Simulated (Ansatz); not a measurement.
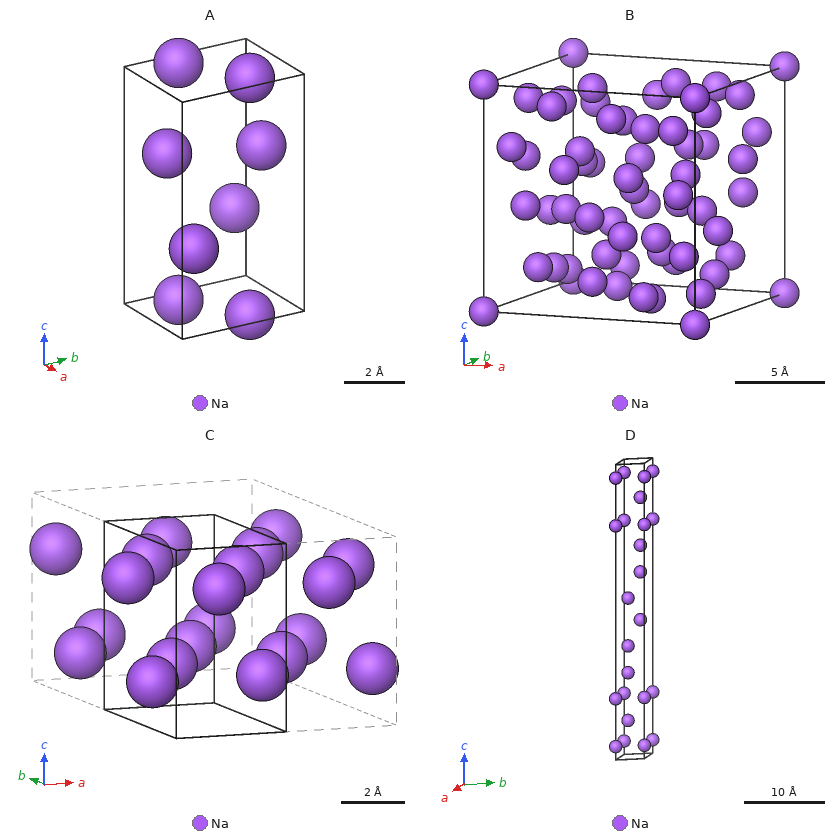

Four structures of Na, each relaxed to rest (conventional cells in solid outline, small ones repeated, each panel with its own scale). Method: DFT PBE, scalar-relativistic, plane waves, PAW (Ansatz 0.2.0), without spin polarisation.

Name the structure in each panel.

Answer. A: 6 atoms a cell on a primitive hexagonal lattice, P6_222; B: 58 atoms a cell on a body-centred cubic lattice, I-43m; C: 4 atoms a cell on a base-centred orthorhombic lattice, Cmcm; D: 12 atoms a cell on a rhombohedral (trigonal R) lattice, R-3m.

Which of these is lowest in energy, and how far above it do the others lie?

Answer. C, then B (+13 meV/atom), D (+21 meV/atom) and A (+158 meV/atom), energies at zero smearing.

Collect the results in a table.

Answer.
| panel | structure | E − E(lowest) (meV/atom) | volume (Å³/atom) | gap (eV) |
| --- | --- | --- | --- | --- |
| C | Cmcm | 0 | 37.0 | metal |
| B | I-43m | 13 | 37.3 | metal |
| D | R-3m | 21 | 37.5 | metal |
| A | P6_222 | 158 | 45.2 | metal |

Some of these may be structure types tried for this composition rather than known phases, and the most stable form need not be among them. Gaps are taken on the k-mesh or band path of each run.
